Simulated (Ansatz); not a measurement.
Ti$_{3}$Si

The calculation's input:

```
crystal:
  lattice:
    - [0.0, 3.1076141993, 2.9366954183]
    - [3.1076141993, 0.0, 2.9366954183]
    - [3.1076141993, 3.1076141993, 0.0]
  atoms:
    - { symbol: Ti, position: [0.75, 0.75, 0.75], spin: 0.19 }
    - { symbol: Ti, position: [0.25, 0.25, 0.25], spin: 0.19 }
    - { symbol: Ti, position: [0.0, 0.0, 0.0], spin: 0.79 }
    - { symbol: Si, position: [0.5, 0.5, 0.5] }
basis:
  ecutwfc: 520.0
kpoints:
  mp_grid: { grid: [12, 12, 12] }
hamiltonian:
  xc: pbesol
  pseudopotentials: { kind: paw, azcp: { folder: soft_1 } }
scf:
  occupations: { method: gaussian, width: 0.15 }
output:
  forces: true
  stress: true
  eigenvalues: true
  populations: true
  write_density: true
  write_potential: true
  elf: true
  volumetric_format: npy
magnetization:
  spin_polarized: true
```

Run with:

```sh
ansatz run input.yaml --threads 4 --pin off --max-ram 8192MiB --backend cpu --events-out ev --progress --plain --runs-dir out
```

Below, planes, directions and counts refer to the conventional cell (a = 4.39 Å, b = 4.39 Å, c = 5.87 Å, α = 90.00°, β = 90.00°, γ = 90.00°).

Space group I4/mmm; a structure from a database of computed crystals, not necessarily the ambient phase; changed on purpose from its base cell (normal strain along x +0.0000, normal strain along z -0.0550); computed pressure about 9 GPa in this cell; the SCF solution may not be the lowest one; PAW files of the earlier set (soft_1); spin-polarised.

Computed with DFT PBEsol, scalar-relativistic, plane waves, PAW in Ansatz 0.2.0.

The density is the valence pseudo-density of a PAW calculation; it isn't the true density close to the nuclei.

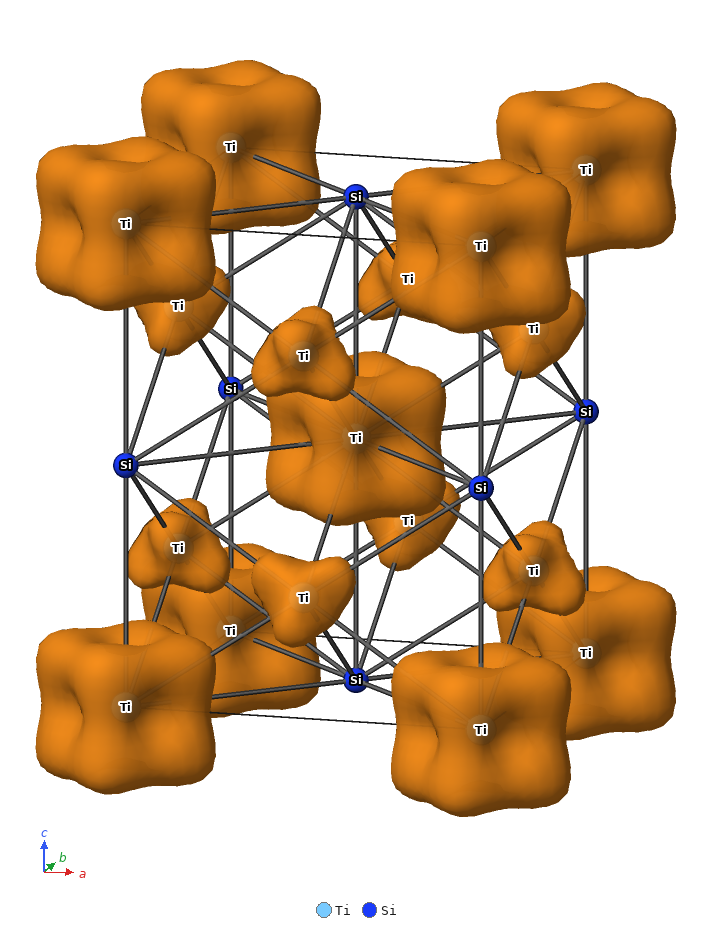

Figure 1. Isosurface of the spin density at +0.04 e/Å³ (orange), seen slightly off an axis. Sticks mark near contacts.

Where is the spin, and how is it ordered?

The spin density sits on Ti: +0.5 μB (×2) in one cell of 8 atoms: parallel main moments, as they must be, since the calculation's own cell holds one magnetic site. The cell of the calculation (4 atoms) carries 1.0 μB of net spin moment.

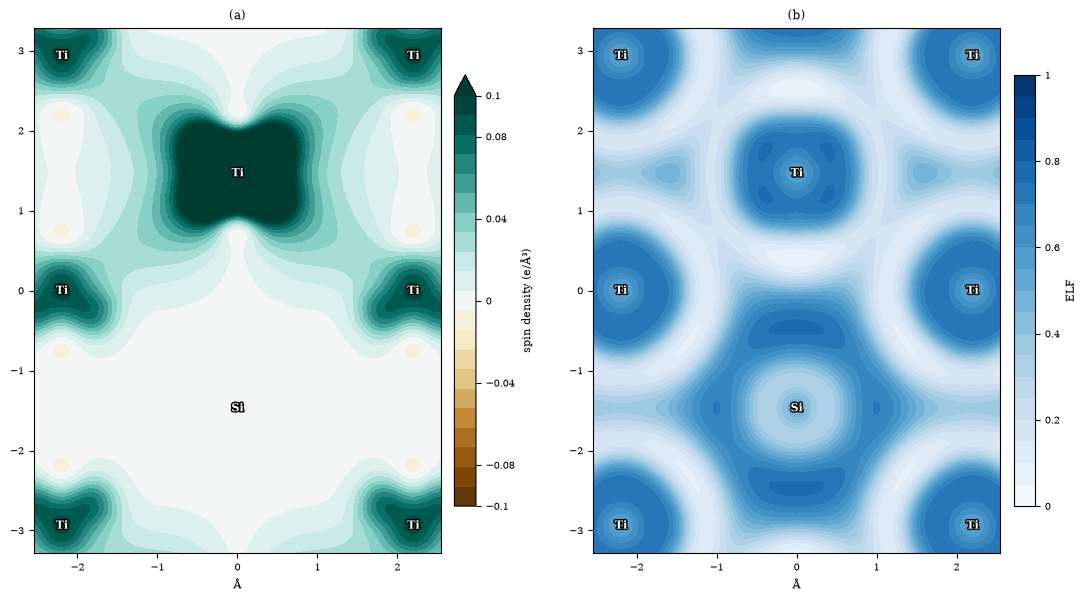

Figure 2. (a) spin density; (b) ELF on the (010) plane of the conventional cell.

What does the map show?

- Atoms in the plane: Ti and Si.
- Ti–Ti (2.64 Å): the ELF is about 0.20 at the midpoint: no shared electron pair shows on this line.
- Ti–Si (2.64 Å): the ELF peaks at about 0.65 in the valence shell of Si, 0.9 Å from its nucleus, and is about 0.30 at the midpoint.
- Ti–Si (2.94 Å): the ELF peaks at about 0.75 in the valence shell of Si, 1.0 Å from its nucleus, and is about 0.45 at the midpoint.
- The features right at Ti lie inside the PAW spheres, where the map follows smoothed inner orbitals and isn't to be read closely.
